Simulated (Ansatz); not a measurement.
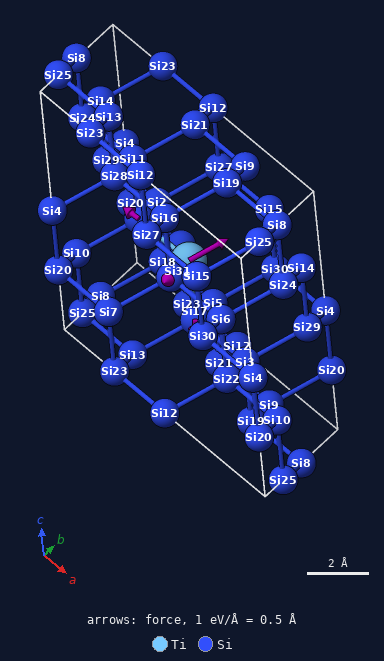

Starting geometry of a defect cell of composition TiSi₃₀ with the computed forces as purple arrows. Style: ball-and-stick. Shown: the cell of the calculation (origin shifted), slightly off an axis.

Case: Ti on a Si site beside a Si vacancy, charge +0, atoms relaxed.

Method: DFT PBE, scalar-relativistic, plane waves, PAW in Ansatz 0.2.0.

The input:
```yaml
crystal:
  lattice:
    - [-5.4700936587, 5.4700936587, -5.4700936587]
    - [5.4700936587, 5.4700936587, 5.4700936587]
    - [5.4700936587, -5.4700936587, -5.4700936587]
  atoms:
    - { symbol: Ti, position: [0.25, 0.25, 0.75] }
    - { symbol: Si, position: [0.0, 0.5, 0.75] }
    - { symbol: Si, position: [0.5, 0.25, 0.5] }
    - { symbol: Si, position: [0.75, 0.75, 0.75] }
    - { symbol: Si, position: [0.25, 0.5, 0.5] }
    - { symbol: Si, position: [0.5, 0.0, 0.75] }
    - { symbol: Si, position: [0.0, 0.75, 0.5] }
    - { symbol: Si, position: [0.75, 0.25, 0.25] }
    - { symbol: Si, position: [0.5, 0.5, 0.25] }
    - { symbol: Si, position: [0.75, 0.0, 0.5] }
    - { symbol: Si, position: [0.0, 0.25, 0.0] }
    - { symbol: Si, position: [0.25, 0.75, 0.25] }
    - { symbol: Si, position: [0.0, 0.0, 0.25] }
    - { symbol: Si, position: [0.75, 0.5, 0.0] }
    - { symbol: Si, position: [0.5, 0.75, 0.0] }
    - { symbol: Si, position: [0.25, 0.0, 0.0] }
    - { symbol: Si, position: [0.25, 0.25, 0.5] }
    - { symbol: Si, position: [0.0, 0.5, 0.5] }
    - { symbol: Si, position: [0.5, 0.25, 0.25] }
    - { symbol: Si, position: [0.75, 0.75, 0.5] }
    - { symbol: Si, position: [0.25, 0.5, 0.25] }
    - { symbol: Si, position: [0.5, 0.0, 0.5] }
    - { symbol: Si, position: [0.0, 0.75, 0.25] }
    - { symbol: Si, position: [0.75, 0.25, 0.0] }
    - { symbol: Si, position: [0.75, 0.0, 0.25] }
    - { symbol: Si, position: [0.0, 0.25, 0.75] }
    - { symbol: Si, position: [0.25, 0.75, 0.0] }
    - { symbol: Si, position: [0.0, 0.0, 0.0] }
    - { symbol: Si, position: [0.75, 0.5, 0.75] }
    - { symbol: Si, position: [0.5, 0.75, 0.75] }
    - { symbol: Si, position: [0.25, 0.0, 0.75] }
basis:
  ecutwfc: 420
  xc_grid: 2
kpoints:
  mp_grid: { grid: [2, 2, 2], shift: [0.5, 0.5, 0.5] }
hamiltonian:
  xc: pbe
scf:
  occupations: { method: gaussian, width: 0.02 }
output:
  forces: true
  stress: false
  eigenvalues: true
  write_density: true
  write_potential: true
  elf: true
  volumetric_format: npy
relax:
  adjacent_minimum: "off"
  f_tol: 0.02
  max_steps: 60
```

Launched with:
```bash
ansatz run input.yaml --threads 4 --pin off --max-ram 8192MiB --backend cpu --events-out ev --progress --plain --runs-dir out
```

What follows when this structure is relaxed?

Answer. It isn't relaxed: the largest force vector, on Ti1, is 3.07 eV/Å. The final displacements follow the starting forces only in part (cosine between the two patterns 0.56). Over 7 geometry steps the energy falls by 1.831 eV per cell of the calculation. The largest force component goes from 1.8 to 0.007 eV/Å. Ti1 moves most: 1.15 Å along [1 1 1]. By element the largest moves are Ti 1.15 Å, Si 0.23 Å. The cell doesn't change. Among the contacts that change: Ti1–Si14 3.868 → 2.781 Å, Ti1–Si17 2.369 → 2.779 Å, Si10–Si22 2.369 → 2.411 Å, Si12–Si22 2.369 → 2.404 Å. New bonds form: Ti1–Si14 (3.87 → 2.78 Å), Ti1–Si15 (3.87 → 2.78 Å), Ti1–Si9 (3.87 → 2.78 Å). Among the angles between lasting bonds that change: Si17–Ti1–Si26 109.5° → 79.4°, Ti1–Si17–Si13 109.5° → 136.0°, Ti1–Si17–Si3 109.5° → 101.5°. Cost: 50 s on 4 threads of Arm Neoverse V1 (shared host), peak memory 0.99 GiB.
